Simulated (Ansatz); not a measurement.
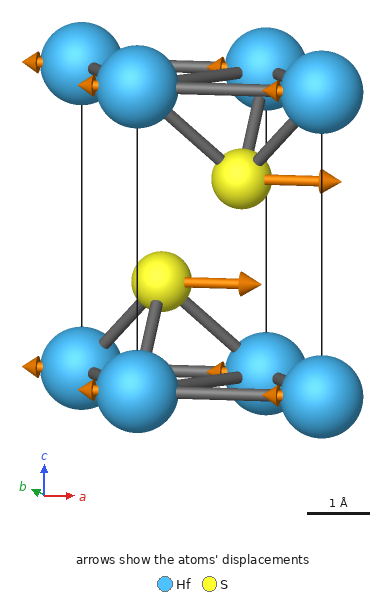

The lowest optical mode of a crystal of HfS2 relaxed at 50 GPa, space group P-3m1 (No. 164), at the zone centre. The orange arrows are the displacements of the atoms (eigenvector over the root of the mass), of arbitrary overall length and sign. The picture is a ball-and-stick view of the cell of the calculation, seen slightly off an axis.

Method: Ansatz 0.2.0, DFT LDA, scalar-relativistic, plane waves, PAW.

Input file:
```yaml
crystal:
  lattice:
    - [3.0718225311, 0.0, 0.0]
    - [-1.5359112656, 2.6602763479, 0.0]
    - [0.0, 0.0, 4.9866116262]
  atoms:
    - { symbol: Hf, position: [0.0, 0.0, 0.0] }
    - { symbol: S, position: [0.6666666667, 0.3333333333, 0.6842090035] }
    - { symbol: S, position: [0.3333333333, 0.6666666667, 0.3157909965] }
basis:
  ecutwfc: 420
kpoints:
  mp_grid: { grid: [18, 18, 8] }
hamiltonian:
  xc: lda
scf:
  occupations: { method: fermi_dirac, width: 0.15 }
output:
  eigenvalues: true
phonons:
  method: dfpt
  eigenvectors: true
```

Launched with:
```bash
ansatz run input.yaml --threads 1 --pin off --max-ram 3072MiB --backend cpu --events-out ev --progress --plain --runs-dir out
```

The frequencies depend somewhat on the k-mesh and the smearing.

Is this crystal at a minimum with respect to the drawn distortion?

Answer. Yes: this softest mode has a real frequency, and so have all others here. That speaks for this wave vector alone: the rest of the zone wasn't checked in this run. This is the E_u mode (doubly degenerate; one member of the set is drawn) at 7.40 THz, the lowest optical level, infrared-active by symmetry. The S sublattice moves against the Hf sublattice, along a; the kinetic energy is shared as S 74 %, Hf 26 %. The crystal is a metal, so free carriers screen the infrared response.
